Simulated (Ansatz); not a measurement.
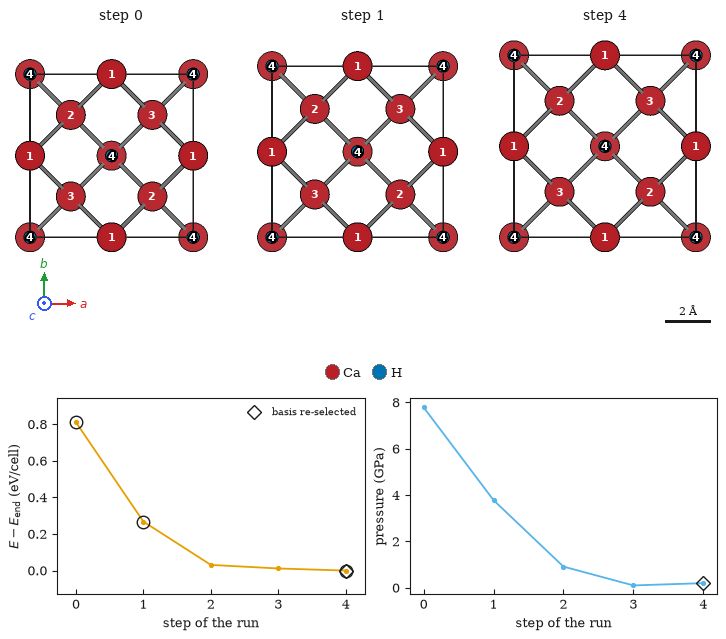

Frames of a relaxation of a crystal of Ca₃H (a generated structure, set up in Fm-3m) (coarse preliminary run), marked on the history of the run. Style: ball-and-stick. Shown: the conventional cell (4 times the calculation's cell), along the c axis. Lengths and directions refer to the drawn axes.

Computed with DFT PBE, scalar-relativistic, plane waves, PAW in Ansatz. Settings: plane-wave cutoff 420 eV; k-point mesh 4 × 4 × 4; occupations gaussian; smearing width 0.1 eV; no spin polarisation; cell and atoms relaxed; force threshold 0.04 eV/Å; at most 70 steps.

Question: Describe the path.

Answer: Over 3 accepted moves (4 points after the start) the energy falls by 0.812 eV per cell of the calculation. All forces vanish by symmetry, so only the cell relaxes. The pressure goes from 7.79 to 0.20 GPa. At 1 point the geometry stayed and the basis and grid were re-selected for the new cell (energy shift of 11.6 meV per cell of the calculation at most each time). The atoms keep their places relative to the cell (all moves are under 0.005 Å). The volume changes by +38.6 %, with a = b = c 7.391 → 8.242 Å (+11.5 %). Near-neighbour distances that change, for instance: Ca1–Ca2 3.201 → 3.569 Å. The space group stays Fm-3m (No. 225). From step 0 to 1: volume +15.3 %, energy −0.543 eV per cell of the calculation. From step 1 to 4: volume +20.2 %, energy −0.268 eV per cell of the calculation.

| step | E − E(0), meV/atom | pressure, GPa | volume, Å³/atom | note |
| --- | --- | --- | --- | --- |
| 0 | 0.00 | 7.79 | 25.237 |  |
| 1 | -135.85 | 3.78 | 29.111 |  |
| 2 | -195.08 | 0.92 | 33.362 |  |
| 3 | -199.99 | 0.10 | 34.991 |  |
| 4 | -202.88 | 0.20 | 34.991 | same geometry, new basis |
